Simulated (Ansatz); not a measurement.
W14Se27 (cell with a defect)

```xyz
41
Lattice="6.5580 -5.6794 0.0000 1.6395 8.5191 0.0000 0.0000 0.0000 12.7885" Properties=species:S:1:pos:R:3 pbc="T T T"
W     6.5586   -3.7899    3.1944
W     4.9197   -0.9508    3.2071
W     3.2789    1.8893    3.2071
W     1.6403    4.7287    3.2065
W     6.5589    1.8902    3.2071
W     4.9195    4.7296    3.2065
W     1.6396   -0.9501    3.2065
W     1.5388    0.9962    9.6202
W     6.5637   -2.0104    9.6202
W     4.9191    0.9435    9.5543
W     3.2689    3.7661    9.5781
W     1.6305    6.6409    9.5781
W     6.6550    3.8447    9.6202
W     3.3000   -1.8968    9.5781
Se    4.9733   -1.0184    7.9025
Se    3.1929    1.8776    7.9027
Se    1.6068    4.6793    7.9167
Se    6.5911    1.9714    7.9027
Se    4.9796    4.7263    7.9167
Se    1.6130   -0.8954    7.9167
Se    1.6450    0.9402    1.5191
Se    6.5585   -1.8913    1.5191
Se    4.9191    0.9429    1.5229
Se    3.2805    3.7826    1.5212
Se    1.6397    6.6216    1.5211
Se    6.5540    3.7797    1.5191
Se    3.2792   -1.8961    1.5211
Se    6.5586   -3.7892   11.3873
Se    4.9486   -0.9475   11.2494
Se    3.2667    1.8636   11.2494
Se    1.6196    4.7242   11.2555
Se    6.5421    1.9146   11.2493
Se    4.9343    4.7149   11.2555
Se    1.6455   -0.9290   11.2555
Se    1.6323    0.9462    4.8874
Se    6.5598   -1.9052    4.8874
Se    4.9191    0.9429    4.8926
Se    3.2802    3.7827    4.8916
Se    1.6399    6.6218    4.8916
Se    6.5653    3.7877    4.8874
Se    3.2793   -1.8964    4.8916
```

All numbers below come from DFT PBE+D3(BJ), scalar-relativistic, plane waves, PAW (Ansatz 0.2.0).

The density is the valence pseudo-density of a PAW calculation; it isn't the true density close to the nuclei.

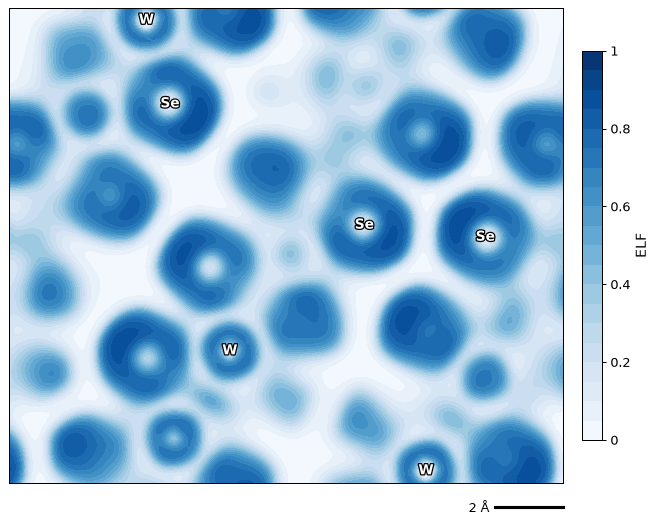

Figure 1. ELF on the (111) plane of the calculation cell.

### Interpret the plot.

- The section cuts through W and Se sites.
- Atoms just off the plane (W, 0.3 Å away and Se, 0.3 Å away) can leave unmarked features too.
- The features right at W lie inside the PAW spheres, where the map follows smoothed inner orbitals and isn't to be read closely.

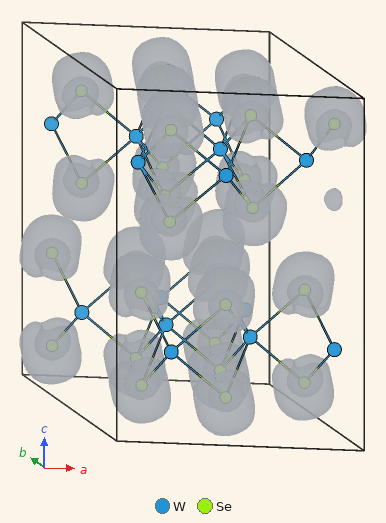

Figure 2. Isosurface of the ELF at 0.7 (grey), seen slightly off an axis. Core shells and regions of very low density are left out. Sticks mark near contacts.

### Describe the localisation domains.

At this value the surface marks out 27 regions wrapped around Se (the valence shell of each) and one pocket between the atoms, centred on no nucleus (multi-centre or interstitial), counted in one cell of 41 atoms. Regions shared between cells count once. Along the contacts the grid gives the following. W–Se (2.51 Å): the ELF is about 0.50 at the midpoint. W–Se (2.57 Å): the ELF is about 0.50 at the midpoint.

### Does the calculation make it a metal, or give it a gap?

It is gapped, with a Kohn–Sham gap of 0.77 eV on the k-point mesh (the band edges may lie off the mesh, which would make the gap smaller).
